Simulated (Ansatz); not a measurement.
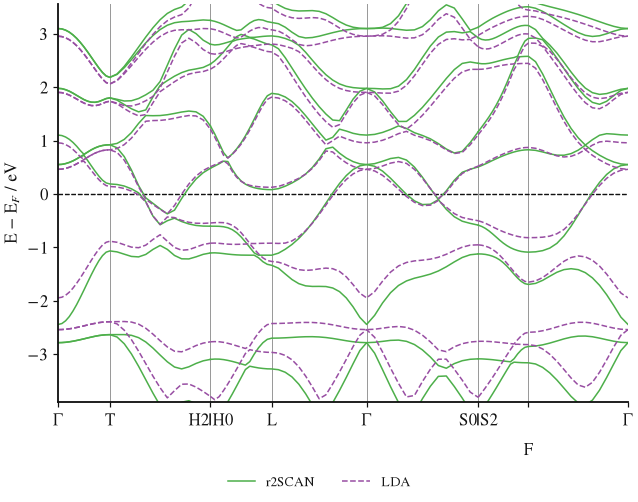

Band structures of Ti$_{2}$C, space group R-3m (No. 166), 3 atoms in the cell, by two methods on the same cell. Each is counted from its own Fermi level.

Q: How do the methods compare?

A: Both give a metal. The 4 bands that come within 1 eV of the Fermi level differ by 0.12 eV on average and by 0.50 eV at most (at Γ).

Settings. r2SCAN: DFT r2SCAN, scalar-relativistic, plane waves, PAW, no spin polarisation, 18×18×18 k mesh, 500 eV cutoff, Gaussian smearing of 0.1 eV (Ansatz 0.2.0). LDA: DFT LDA, scalar-relativistic, plane waves, PAW, no spin polarisation, 18×18×18 k mesh, 420 eV cutoff (Ansatz 0.2.0).
